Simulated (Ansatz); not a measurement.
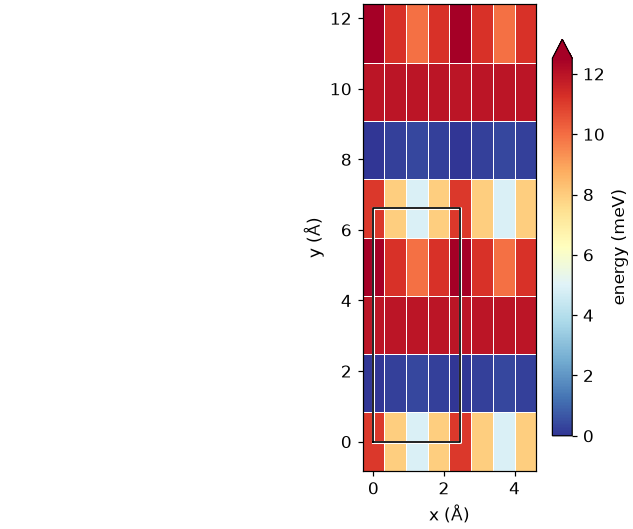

Energy landscape of CO on a C(101) slab cut from the C2/m phase, its upper half relaxed before the scan (20 atoms of substrate and one adsorbate in a 2 × 1 cell). 
- CO (O end down) is moved over the surface cell at a fixed height above a rigid substrate; the origin of the map has the adsorbate above C19; the height is held at 3.20 Å.
- Places are given modulo a cell vector. The map is drawn in real space over the plane of the surface.
- The grid has 4 × 4 points; 12 points were computed and 4 follow by symmetry.
- Places are given in fractions of the 1 × 1 surface cell.
- Energies are in meV, from the lowest grid point.
- At a fixed height the lowest place need not be the adsorption site.
- Computed with DFT PBE+D3(BJ), scalar-relativistic, plane waves, PAW in Ansatz 0.2.0. Settings: cutoff 420 eV, k-mesh 6×4×1, gaussian smearing 0.05 eV, no spin polarisation.

The picture shows one coloured cell a grid point, the outline of one cell of the 2 × 2 shown, one colour for all values above the top of the scale. 

Q: Describe this landscape.

A: The lowest grid point is at (0/4, 1/4) of the cell vectors. The highest grid point, (0/4, 3/4) of the cell vectors, lies 12.5 meV above the lowest.

The input of one point:

```yaml
crystal:
  lattice:
    - [4.9298676348, 0.0, 0.0]
    - [0.0, 6.6106466029, 0.0]
    - [0.0, 0.0, 23.0462285946]
  atoms:
    - { symbol: C, position: [0.25, 0.6298229082, 0.1735641901] }
    - { symbol: C, position: [0.75, 0.6298229082, 0.1735641901] }
    - { symbol: C, position: [0.0, 0.5373434205, 0.1893644698] }
    - { symbol: C, position: [0.5, 0.5373434205, 0.1893644698] }
    - { symbol: C, position: [0.0, 0.3522116844, 0.2208793344] }
    - { symbol: C, position: [0.5, 0.3522116844, 0.2208793344] }
    - { symbol: C, position: [0.25, 0.2597321967, 0.2366796141] }
    - { symbol: C, position: [0.75, 0.2597321967, 0.2366796141] }
    - { symbol: C, position: [0.25, 0.0746004606, 0.2681944787] }
    - { symbol: C, position: [0.75, 0.0746004606, 0.2681944787] }
    - { symbol: C, position: [0.0, 0.9836592811, 0.2844332683] }
    - { symbol: C, position: [0.5, 0.9836592811, 0.2844332683] }
    - { symbol: C, position: [0.0, 0.798971335, 0.3169069768] }
    - { symbol: C, position: [0.5, 0.798971335, 0.3169069768] }
    - { symbol: C, position: [0.25, 0.708272362, 0.3324707277] }
    - { symbol: C, position: [0.75, 0.708272362, 0.3324707277] }
    - { symbol: C, position: [0.25, 0.5151741001, 0.3643514146] }
    - { symbol: C, position: [0.75, 0.5151741001, 0.3643514146] }
    - { symbol: C, position: [0.0, 0.43192892, 0.3773384682] }
    - { symbol: C, position: [0.5, 0.43192892, 0.3773384682] }
    - { symbol: O, position: [0.0, 0.68192892, 0.5161898202] }
    - { symbol: C, position: [0.0, 0.68192892, 0.5660895248] }
basis:
  ecutwfc: 420
kpoints:
  mp_grid: { grid: [6, 4, 1] }
hamiltonian:
  xc: pbe
  pseudopotentials: { kind: paw, azcp: { folder: soft_1 } }
  dispersion: d3bj
scf:
  occupations: { method: gaussian, width: 0.05 }
output:
  forces: true
  eigenvalues: true
efield:
  axis: 3
  dipole_correction: true
  ramp_width: 0.04
```

The whole map (12 points run) took 22 min on 2 threads of Arm Neoverse N1, with other jobs on the host.
